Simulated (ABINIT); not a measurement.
**Effective mass calculation, with input and output: CdSe (part 2 of 3)**

The same run, continued: CdSe (P6₃mc, 4 atoms in the cell); Kohn-Sham DFT of a periodic cell, PBE, Ansatz PAW PBE default generated set, frozen core, no spin polarisation (ABINIT 10.8.3); cutoff 359.19 eV, 5×5×3 k-mesh, fixed occupations. The structure derives from an entry of the Crystallography Open Database.

Geometry of the input (Å; fractional positions):
```
4.3000  0.0000  0.0000
-2.1500  3.7239  0.0000
0.0000  0.0000  7.0200
Cd 0.6667  0.3333  0.5000
Cd 0.3333  0.6667  0.0000
Se 0.6667  0.3333  0.8850
Se 0.3333  0.6667  0.3850
```

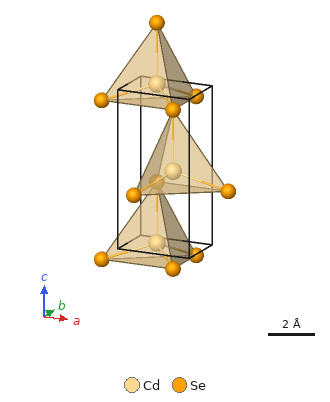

*The input geometry (polyhedral view of the cell of the calculation, seen slightly off an axis; polyhedra are completed across the faces of the cell).*

Output, continued:
```
 Cartesian components of stress tensor (hartree/bohr^3)
  sigma(1 1)= -1.23528469E-04  sigma(3 2)=  0.00000000E+00
  sigma(2 2)= -1.23528470E-04  sigma(3 1)=  0.00000000E+00
  sigma(3 3)= -5.16051451E-05  sigma(2 1)=  0.00000000E+00

--- !ResultsGS
iteration_state: {dtset: 1, }
comment   : Summary of ground state results
lattice_vectors:
- [  8.1258223,   0.0000000,   0.0000000, ]
- [ -4.0629112,   7.0371686,   0.0000000, ]
- [  0.0000000,   0.0000000,  13.2658774, ]
lattice_lengths: [   8.12582,    8.12582,   13.26588, ]
lattice_angles: [ 90.000,  90.000, 120.000, ] # degrees, (23, 13, 12)
lattice_volume:   7.5857977E+02
convergence: {deltae:  2.046E-12, res2:  1.469E-12, residm:  4.689E-12, diffor: null, }
etotal    :  -6.05705564E+02
entropy   :   0.00000000E+00
fermie    :   2.78394107E-02
cartesian_stress_tensor: # hartree/bohr^3
- [ -1.23528469E-04,   0.00000000E+00,   0.00000000E+00, ]
- [  0.00000000E+00,  -1.23528470E-04,   0.00000000E+00, ]
- [  0.00000000E+00,   0.00000000E+00,  -5.16051451E-05, ]
pressure_GPa:   2.9290E+00
xred      :
- [  6.6667E-01,   3.3333E-01,   5.0000E-01, Cd]
- [  3.3333E-01,   6.6667E-01,   0.0000E+00, Cd]
- [  6.6667E-01,   3.3333E-01,   8.8500E-01, Se]
- [  3.3333E-01,   6.6667E-01,   3.8500E-01, Se]
cartesian_forces: # hartree/bohr
- [ -0.00000000E+00,  -0.00000000E+00,   5.30077647E-03, ]
- [ -0.00000000E+00,  -0.00000000E+00,   5.30077647E-03, ]
- [ -5.30190322E-28,  -3.06105525E-28,  -5.30077647E-03, ]
- [  5.30190322E-28,   3.06105525E-28,  -5.30077647E-03, ]
force_length_stats: {min:   5.30077647E-03, max:   5.30077647E-03, mean:   5.30077647E-03, }
...

 Integrated electronic density in atomic spheres:
 ------------------------------------------------
 Atom  Sphere_radius  Integrated_density
    1        2.63806         18.75243150
    2        2.63806         18.75243150
    3        2.63806         15.22504659
    4        2.63806         15.22504659

================================================================================

 ----iterations are completed or convergence reached----

 Mean square residual over all n,k,spin=   25.762E-15; max=  46.888E-13
 reduced coordinates (array xred) for    4 atoms
       0.666666666667      0.333333333333      0.500000000000
       0.333333333333      0.666666666667      0.000000000000
       0.666666666667      0.333333333333      0.885000000000
       0.333333333333      0.666666666667      0.385000000000
 rms dE/dt=  4.0642E-02; max dE/dt=  6.7070E-02; dE/dt below (all hartree)
    1       0.000000000000      0.000000000000     -0.073568658605
    2       0.000000000000      0.000000000000     -0.073568658605
    3       0.000000000000      0.000000000000      0.067070242761
    4      -0.000000000000      0.000000000000      0.067070242761

 cartesian coordinates (angstrom) at end:
    1      2.14999999854385     1.24130307793929     3.50999999762595
    2     -0.00000000000000     2.48260615587858     0.00000000000000
    3      2.14999999854385     1.24130307793929     6.21269999579792
    4     -0.00000000000000     2.48260615587858     2.70269999817198

 cartesian forces (hartree/bohr) at end:
    1     -0.00000000000000    -0.00000000000000     0.00530077646506
    2     -0.00000000000000    -0.00000000000000     0.00530077646506
    3     -0.00000000000000    -0.00000000000000    -0.00530077646506
    4      0.00000000000000     0.00000000000000    -0.00530077646506
 frms,max,avg= 3.0604047E-03 5.3007765E-03   0.000E+00  0.000E+00  2.449E-04 h/b

 cartesian forces (eV/Angstrom) at end:
    1     -0.00000000000000    -0.00000000000000     0.27257688524793
    2     -0.00000000000000    -0.00000000000000     0.27257688524793
    3     -0.00000000000000    -0.00000000000000    -0.27257688524793
    4      0.00000000000000     0.00000000000000    -0.27257688524793
 frms,max,avg= 1.5737234E-01 2.7257689E-01   0.000E+00  0.000E+00  1.259E-02 e/A
 length scales=  8.125822335900  8.125822335900 13.265877394900 bohr
              =  4.299999997088  4.299999997088  7.019999995252 angstroms
 Fermi (or HOMO) energy (hartree) =   0.02784   Average Vxc (hartree)=  -0.32553
 Eigenvalues (hartree) for nkpt=  10  k points:
 kpt#   1, nband= 36, wtk=  0.01333, kpt=  0.0000  0.0000  0.0000 (reduced coord)
  -3.70677   -3.70676   -2.27618   -2.27617   -2.27613   -2.27613   -2.27613   -2.27613
  -1.68596   -1.68596   -1.68596   -1.68596   -1.68558   -1.68558   -1.68557   -1.68557
  -1.68557   -1.68557   -0.43489   -0.42140   -0.26376   -0.26376   -0.26171   -0.26171
  -0.26146   -0.25061   -0.25061   -0.24824   -0.24824   -0.23792   -0.12779    0.00152
   0.00152    0.02740    0.02784    0.02784
 prteigrs : prtvol=0 or 1, do not print more k-points.

--- !EnergyTerms
iteration_state     : {dtset: 1, }
comment             : Components of total free energy in Hartree
kinetic             :  4.58741037896965E+01
hartree             :  2.23375960882057E+02
xc                  : -2.06707195495629E+01
Ewald energy        : -3.05864710220396E+02
psp_core            :  1.77938253453289E+01
local_psp           : -4.87332496120070E+02
PAW spherical_terms : -7.88815283663035E+01
total_energy        : -6.05705564239251E+02
total_energy_eV     : -1.64820880598541E+04
...

--- !EnergyTermsDC
iteration_state     : {dtset: 1, }
comment             : '"Double-counting" decomposition of free energy'
band_energy         : -8.31716403143949E+01
Ewald energy        : -3.05864710220396E+02
psp_core            :  1.77938253453289E+01
xc_dc               : -2.20512791534369E+02
PAW spherical_terms : -1.39502476889596E+01
total_energy_dc     : -6.05705564412791E+02
total_energy_dc_eV  : -1.64820880645764E+04
...

--- !EnergyTermsWithPAWCore
iteration_state     : {dtset: 1, }
comment             : 'Components of total free energy, including PAW core contributions'
Total energy        : -1.56769110599543E+04
Total energy DC     : -1.56769110601279E+04
Total energy (eV)   : -4.26590481996309E+05
Total energy DC (eV): -4.26590482001031E+05
...

 Cartesian components of stress tensor (hartree/bohr^3)
  sigma(1 1)= -1.23528469E-04  sigma(3 2)=  0.00000000E+00
  sigma(2 2)= -1.23528470E-04  sigma(3 1)=  0.00000000E+00
  sigma(3 3)= -5.16051451E-05  sigma(2 1)=  0.00000000E+00

-Cartesian components of stress tensor (GPa)         [Pressure=  2.9290E+00 GPa]
- sigma(1 1)= -3.63433303E+00  sigma(3 2)=  0.00000000E+00
- sigma(2 2)= -3.63433306E+00  sigma(3 1)=  0.00000000E+00
- sigma(3 3)= -1.51827579E+00  sigma(2 1)=  0.00000000E+00

================================================================================
== DATASET  2 ==================================================================

--- !DatasetInfo
iteration_state: {dtset: 2, }
dimensions: {natom: 4, nkpt: 1, mband: 42, nsppol: 1, nspinor: 1, nspden: 1, mpw: 1761, }
cutoff_energies: {ecut:  13.2, pawecutdg:  26.4, }
electrons: {nelect:   7.20000000E+01, charge:   0.00000000E+00, occopt:   1.00000000E+00, tsmear:   1.00000000E-02, }
meta: {optdriver: 0, ionmov: 0, optcell: 0, iscf: -2, paral_kgb: 0, }
...

 mkfilename : getden/=0, take file _DEN from output of DATASET   1.

 Exchange-correlation functional for the present dataset will be:
  GGA: Perdew-Burke-Ernzerhof functional - ixc=11
  J.P.Perdew, K.Burke, M.Ernzerhof, PRL 77, 3865 (1996)

 Real(R)+Recip(G) space primitive vectors, cartesian coordinates (Bohr,Bohr^-1):
 R(1)=  8.1258223  0.0000000  0.0000000  G(1)=  0.1230645  0.0710513  0.0000000
 R(2)= -4.0629112  7.0371686  0.0000000  G(2)=  0.0000000  0.1421026  0.0000000
 R(3)=  0.0000000  0.0000000 13.2658774  G(3)=  0.0000000  0.0000000  0.0753814
 Unit cell volume ucvol=  7.5857977E+02 bohr^3
 Angles (23,13,12)=  9.00000000E+01  9.00000000E+01  1.20000000E+02 degrees

 Coarse grid specifications (used for wave-functions):

 getcut: wavevector=  0.0000  0.0000  0.0000  ngfft=  30  30  45
         ecut(hartree)=     13.200   => boxcut(ratio)=   2.02798

 Fine grid specifications (used for densities):

 getcut: wavevector=  0.0000  0.0000  0.0000  ngfft=  40  40  64
         ecut(hartree)=     26.400   => boxcut(ratio)=   2.08582
--------------------------------------------------------------------------------

================================================================================
 Non-SCF case, kpt    1 (  0.00000  0.00000  0.00000), residuals and eigenvalues=
  6.11E-21  4.82E-21  3.59E-21  5.83E-21  2.67E-21  7.71E-21  4.11E-21  5.48E-21
  2.73E-21  3.79E-21  9.27E-21  2.64E-21  4.33E-21  5.19E-21  2.87E-21  3.38E-21
  2.28E-21  4.42E-21  2.38E-21  7.90E-21  2.14E-21  9.03E-21  1.96E-21  3.26E-21
  5.11E-21  1.07E-21  6.11E-21  8.30E-21  5.27E-21  1.76E-21  1.27E-21  2.11E-21
  3.03E-21  5.99E-21  3.56E-21  7.12E-21  3.33E-21  3.43E-21  5.42E-21  4.27E-21
  1.10E-18  4.96E-13
 -3.7068E+00 -3.7068E+00 -2.2762E+00 -2.2762E+00 -2.2761E+00 -2.2761E+00
 -2.2761E+00 -2.2761E+00 -1.6860E+00 -1.6860E+00 -1.6860E+00 -1.6860E+00
 -1.6856E+00 -1.6856E+00 -1.6856E+00 -1.6856E+00 -1.6856E+00 -1.6856E+00
 -4.3489E-01 -4.2140E-01 -2.6376E-01 -2.6376E-01 -2.6171E-01 -2.6171E-01
 -2.6146E-01 -2.5061E-01 -2.5061E-01 -2.4824E-01 -2.4824E-01 -2.3792E-01
 -1.2779E-01  1.5208E-03  1.5208E-03  2.7400E-02  2.7839E-02  2.7839E-02
  5.3554E-02  1.0572E-01  2.4414E-01  2.4414E-01  2.5349E-01  2.8495E-01

--- !ResultsGS
iteration_state: {dtset: 2, }
comment   : Summary of ground state results
lattice_vectors:
- [  8.1258223,   0.0000000,   0.0000000, ]
- [ -4.0629112,   7.0371686,   0.0000000, ]
- [  0.0000000,   0.0000000,  13.2658774, ]
lattice_lengths: [   8.12582,    8.12582,   13.26588, ]
lattice_angles: [ 90.000,  90.000, 120.000, ] # degrees, (23, 13, 12)
lattice_volume:   7.5857977E+02
convergence: {deltae:  0.000E+00, res2:  0.000E+00, residm:  9.273E-21, diffor:  0.000E+00, }
etotal    :  -6.05705564E+02
entropy   :   0.00000000E+00
fermie    :   2.78394107E-02
cartesian_stress_tensor: null
pressure_GPa: null
xred      :
- [  6.6667E-01,   3.3333E-01,   5.0000E-01, Cd]
- [  3.3333E-01,   6.6667E-01,   0.0000E+00, Cd]
- [  6.6667E-01,   3.3333E-01,   8.8500E-01, Se]
- [  3.3333E-01,   6.6667E-01,   3.8500E-01, Se]
cartesian_forces: null
force_length_stats: {min: null, max: null, mean: null, }
...

 Integrated electronic density in atomic spheres:
 ------------------------------------------------
 Atom  Sphere_radius  Integrated_density
    1        2.63806         18.75243150
    2        2.63806         18.75243150
    3        2.63806         15.22504659
    4        2.63806         15.22504659

================================================================================

 ----iterations are completed or convergence reached----

 Mean square residual over all n,k,spin=   43.757E-22; max=  92.727E-22
 reduced coordinates (array xred) for    4 atoms
       0.666666666667      0.333333333333      0.500000000000
       0.333333333333      0.666666666667      0.000000000000
       0.666666666667      0.333333333333      0.885000000000
       0.333333333333      0.666666666667      0.385000000000

 cartesian coordinates (angstrom) at end:
    1      2.14999999854385     1.24130307793929     3.50999999762595
    2     -0.00000000000000     2.48260615587858     0.00000000000000
    3      2.14999999854385     1.24130307793929     6.21269999579792
    4     -0.00000000000000     2.48260615587858     2.70269999817198
 length scales=  8.125822335900  8.125822335900 13.265877394900 bohr
              =  4.299999997088  4.299999997088  7.019999995252 angstroms
 Eigenvalues (hartree) for nkpt=   1  k points:
 kpt#   1, nband= 42, wtk=  1.00000, kpt=  0.0000  0.0000  0.0000 (reduced coord)
  -3.70677   -3.70676   -2.27618   -2.27617   -2.27613   -2.27613   -2.27613   -2.27613
  -1.68596   -1.68596   -1.68596   -1.68596   -1.68558   -1.68558   -1.68557   -1.68557
  -1.68557   -1.68557   -0.43489   -0.42140   -0.26376   -0.26376   -0.26171   -0.26171
  -0.26146   -0.25061   -0.25061   -0.24824   -0.24824   -0.23792   -0.12779    0.00152
   0.00152    0.02740    0.02784    0.02784    0.05355    0.10572    0.24414    0.24414
   0.25349    0.28495

================================================================================
== DATASET  3 ==================================================================

--- !DatasetInfo
iteration_state: {dtset: 3, }
dimensions: {natom: 4, nkpt: 1, mband: 42, nsppol: 1, nspinor: 1, nspden: 1, mpw: 1761, }
cutoff_energies: {ecut:  13.2, pawecutdg:  26.4, }
electrons: {nelect:   7.20000000E+01, charge:   0.00000000E+00, occopt:   1.00000000E+00, tsmear:   1.00000000E-02, }
meta: {optdriver: 1, rfelfd: 2, }
...

 mkfilename : getwfk/=0, take file _WFK from output of DATASET   2.

 mkfilename : getden/=0, take file _DEN from output of DATASET   1.

 Exchange-correlation functional for the present dataset will be:
  GGA: Perdew-Burke-Ernzerhof functional - ixc=11
  J.P.Perdew, K.Burke, M.Ernzerhof, PRL 77, 3865 (1996)

 Real(R)+Recip(G) space primitive vectors, cartesian coordinates (Bohr,Bohr^-1):
 R(1)=  8.1258223  0.0000000  0.0000000  G(1)=  0.1230645  0.0710513  0.0000000
 R(2)= -4.0629112  7.0371686  0.0000000  G(2)=  0.0000000  0.1421026  0.0000000
 R(3)=  0.0000000  0.0000000 13.2658774  G(3)=  0.0000000  0.0000000  0.0753814
 Unit cell volume ucvol=  7.5857977E+02 bohr^3
 Angles (23,13,12)=  9.00000000E+01  9.00000000E+01  1.20000000E+02 degrees
 setup1 : take into account q-point for computing boxcut.

 Coarse grid specifications (used for wave-functions):

 getcut: wavevector=  0.0000  0.0000  0.0000  ngfft=  30  30  45
         ecut(hartree)=     13.200   => boxcut(ratio)=   2.02798

 Fine grid specifications (used for densities):

 getcut: wavevector=  0.0000  0.0000  0.0000  ngfft=  40  40  64
         ecut(hartree)=     26.400   => boxcut(ratio)=   2.08582
--------------------------------------------------------------------------------

 ==>  initialize data related to q vector <==

 The list of irreducible perturbations for this q vector is:
    1)    idir= 1    ipert=   5
    2)    idir= 2    ipert=   5
    3)    idir= 3    ipert=   5

================================================================================
```
